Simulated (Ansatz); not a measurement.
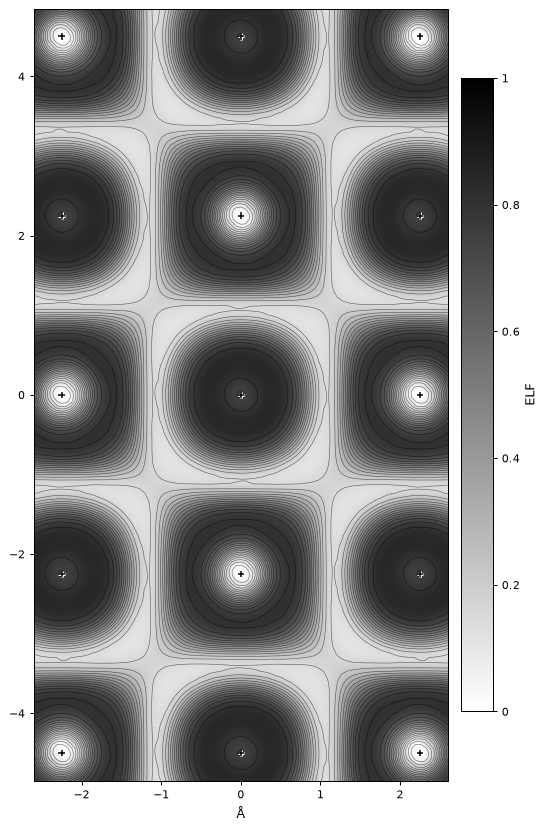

The electron localisation function on a plane through atoms (crosses mark nuclei in the plane).

All numbers below come from Ansatz, DFT PBEsol, scalar-relativistic, plane waves, PAW.

Candidates:
A. Ir, a = 5.18 Å, b = 5.18 Å, c = 5.44 Å, α = 105.22°, β = 105.22°, γ = 116.66°. Space group P6₃/mmc; a structure from a database of computed crystals, not necessarily the ambient phase; computed without spin polarisation.
B. HfN, a = 4.50 Å, b = 4.50 Å, c = 4.50 Å, α = 90.00°, β = 90.00°, γ = 90.00°. Space group Fm-3m; a structure from a database of computed crystals, not necessarily the ambient phase; computed without spin polarisation.

> Which system is this?

Candidate B: HfN on the (100) plane of the conventional cell, which holds Hf and N. Hf–N (2.25 Å): the ELF peaks at about 0.80 in the valence shell of N, 0.6 Å from its nucleus, and drops to about 0.15 between the two atoms; no localised pair shows between them. Hf–Hf (3.18 Å): the ELF is about 0.15 at the midpoint; no localised pair shows between them.
